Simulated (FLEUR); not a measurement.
## Energy of Zn along an even scaling of the cell

System: Zn (2 atoms in the cell).
Method: Kohn-Sham DFT of a periodic cell, WC, all-electron, no spin polarisation (FLEUR MaX-R8.1 (later development tree)).

The 5 runs differ only in the geometry, by an even scaling of the cell at fixed fractional positions. The structure derives from an entry of the Crystallography Open Database.

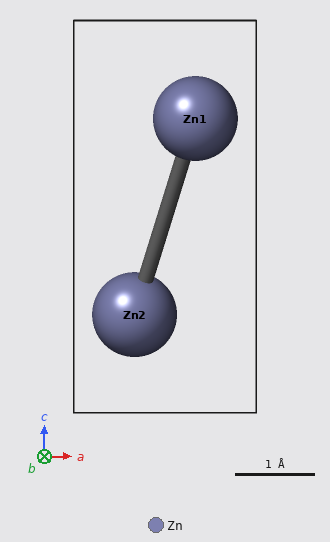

Figure 1. The structure of run 3 (ball-and-stick view of the cell of the calculation, along the b axis; atoms are numbered from 1 in the order of the input).

## Input of run 3
```
<?xml version="1.0" encoding="UTF-8" standalone="no"?>
<fleurInput fleurInputVersion="0.39">
   <comment>
      Zn                                                                                                  
   </comment>
   <calculationSetup>
      <cutoffs Kmax="4.32" Gmax="13.4" GmaxXC="13.4" numbands="0"/>
      <scfLoop itmax="60" minDistance="0.00001" maxIterBroyd="15" imix="Anderson" alpha="0.05" precondParam="0.0" spinf="2.0" sdNocoIR="T"/>
      <coreElectrons ctail="T" frcor="F" kcrel="0" coretail_lmax="0"/>
      <xcFunctional name="wc" relativisticCorrections="F"/>
      <magnetism jspins="1"/>
      <soc l_soc="F" theta="0.0" phi="0.0" spav="F"/>
      <expertModes spex="0" secvar="F"/>
      <geometryOptimization l_f="F" forcealpha="1.0" forcemix="BFGS" epsdisp="0.00001" epsforce="0.00001"/>
      <ldaU l_linMix="F" mixParam="0.05" spinf="1.0"/>
   </calculationSetup>
   <cell>
      <bzIntegration valenceElectrons="40.0" mode="hist" fermiSmearingEnergy="0.00183747">
         <kPointListSelection listName="default-1"/>
         <!-- k-points included here -->
         <xi:include xmlns:xi="http://www.w3.org/2001/XInclude" href="kpts.xml"> </xi:include>
      </bzIntegration>
      <!-- symmetry operations included here -->
      <xi:include xmlns:xi="http://www.w3.org/2001/XInclude" href="sym.xml"> </xi:include>
      <bulkLattice scale="1.0000000000">
         <bravaisMatrix>
            <row-1>    5.0455687526819997     0.0000000000000000     0.0000000000000000</row-1>
            <row-2>   -2.5227843763409998     4.3695907163551642     0.0000000000000000</row-2>
            <row-3>    0.0000000000000000     0.0000000000000000     9.3843799347635990</row-3>
         </bravaisMatrix>
      </bulkLattice>
   </cell>
   <atomSpecies>
      <species name="Zinc (Zn)" element="Zn" atomicNumber="30">
         <mtSphere radius="2.27" gridPoints="773" logIncrement="0.016"/>
         <atomicCutoffs lmax="9" lnonsphr="7"/>
         <electronConfig flipSpins="F">
            <coreConfig>(1s1/2) (2s1/2) (2p1/2) (2p3/2)</coreConfig>
            <valenceConfig>(3s1/2) (3p1/2) (3p3/2) (4s1/2) (3d3/2) (3d5/2)</valenceConfig>
         </electronConfig>
         <energyParameters s="4" p="4" d="3" f="4"/>
         <lo type="SCLO" l="0" n="3" eDeriv="0"/>
         <lo type="SCLO" l="1" n="3" eDeriv="0"/>
         <lo type="SCLO" l="1" n="3" eDeriv="1"/>
         <lo type="HELO" l="2" n="4" eDeriv="0"/>
         <lo type="HELO" l="2" n="4" eDeriv="1"/>
         <lo type="SCLO" l="3" n="4" eDeriv="2"/>
      </species>
   </atomSpecies>
   <atomGroups>
      <atomGroup species="Zinc (Zn)">
         <relPos label="                   1">-1.000/3.000 1.000/3.000 -1.000/4.000</relPos>
         <relPos label="                   2">1.000/3.000 -1.000/3.000 1.000/4.000</relPos>
         <force calculate="T" relaxXYZ="TTT"/>
      </atomGroup>
   </atomGroups>
   <output dos="F" band="F" slice="F">
      <checks vchk="F" cdinf="F"/>
      <bandDOS minEnergy="-.5*Htr" maxEnergy="0.5*Htr" sigma="0.015" storeEVData="T"/>
      <vacuumDOS vacdos="F" integ="F" star="F" nstars="0" locx1="0.0" locy1="0.0" locx2="0.0" locy2="0.0" nstm="0" tworkf="0.0"/>
      <unfoldingBand unfoldBand="F" supercellX="1" supercellY="1" supercellZ="1"/>
      <plotting iplot="0" polar="F">
         <plot TwoD="T" vec1="  1.0  0.0  0.0" vec2="  0.0  1.0  0.0" vec3="  0.0  0.0  1.0" zero="  0.0  0.0  0.0" file="plot"/>
      </plotting>
      <chargeDensitySlicing numkpt="0" minEigenval="0.0" maxEigenval="0.0" nnne="0" pallst="F"/>
      <specialOutput eonly="F"/>
      <moessbauerParams electricFieldGradient="T" isomerShift="T" coreHyperfine="T" valenceHyperfine="T"/>
      <magneticCircularDichroism mcd="F" energyLo="-10.0" energyUp="0.0"/>
   </output>
  <!-- We include the file relax.xml here to enable relaxations (see documentation) -->
  <xi:include xmlns:xi="http://www.w3.org/2001/XInclude" href="relax.xml"> <xi:fallback/> </xi:include>
</fleurInput>
```

Command:
```bash
inpgen -f crystal.txt -profile fastHighL; fleur_MPI
```

Run 4 has the same physical settings and fractional positions; its lattice vectors (Å) are:
```
   2.705136    0.000000    0.000000
  -1.352568    2.342716    0.000000
   0.000000    0.000000    5.031350
```

## Results, with one run withheld

```tsv
run	volume per atom (Å³)	free energy per atom, from the lowest run given (meV)
1	14.410	0.00
2	14.716	3.03
3	15.330	18.14
4	15.943	?
5	16.249	58.01
```

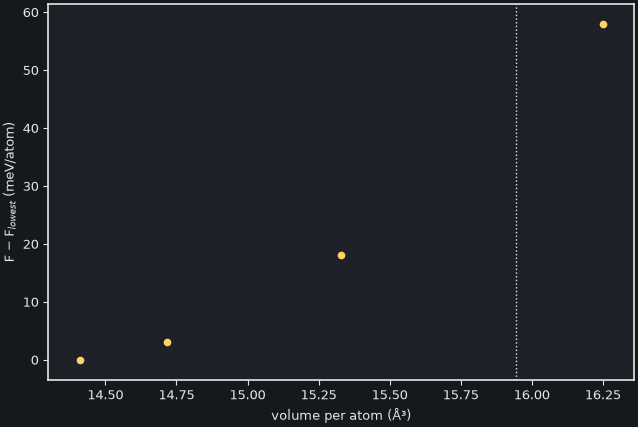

Figure 2. Free energy per atom of the runs given; the dotted line marks run 4.

Estimate the energy of run 4 from the others.

A quadratic polynomial in V^(−2/3) (the Birch–Murnaghan form), fitted to the 4 runs given, misses them by at most 0.08 meV per atom. With x = V^(−2/3) − 0.16333 Å⁻², it reads F = 12.592 − 3907.1 x + 2.9362e+05 x² (meV per atom). At run 4 it gives 42.71 meV per atom, and the run itself gives 42.81. The fit has no minimum inside this range.

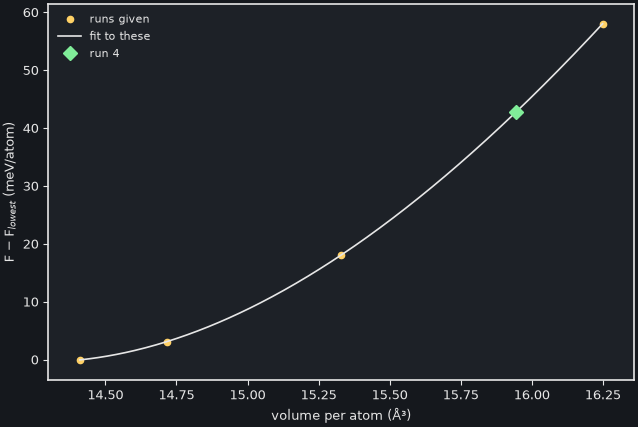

Figure 3. The fit and the withheld run.

## Output (run 4)
```
Welcome to FLEUR        (www.flapw.de)
      MaX-Release 8.1          (www.max-centre.eu)

 ========== k-point set info ==========
 Selected k-point list: default-1
 k-point list type: mesh
 11 x 11 x 6
 Number of k points: 64

 ------------Calculation Setup---------------------------
 Number of MPI-tasks      :            1
 Number of PE/node        :            1
 Number of OMP-threads    :            1
 Most efficient MPI parallelization for:
           1           2           4           8          16          32          64
 Additional eigenvalue parallelization possible
 Number of basis functions:          397
 Approximate size of matrices (H+S) per k-point:         0.002 GB
 --------------------------------------------------------

 Iteration:     1   Distance:       9.29247087 me/bohr^3

 Iteration:     2   Distance:       7.65393627 me/bohr^3

 Iteration:     3   Distance:       3.68333006 me/bohr^3

 Iteration:     4   Distance:       2.14022560 me/bohr^3

 Iteration:     5   Distance:       1.91038154 me/bohr^3

 Iteration:     6   Distance:       0.08091776 me/bohr^3

 Iteration:     7   Distance:       0.19311414 me/bohr^3

 Iteration:     8   Distance:       0.01625847 me/bohr^3

 Iteration:     9   Distance:       0.02523899 me/bohr^3

 Iteration:    10   Distance:       0.00095615 me/bohr^3

 Iteration:    11   Distance:       0.00010614 me/bohr^3

 Iteration:    12   Distance:       0.00009221 me/bohr^3

 Iteration:    13   Distance:       0.00000408 me/bohr^3

 ********************************************************************
 Run finished successfully
 Stop message:
   all done
 ********************************************************************
```
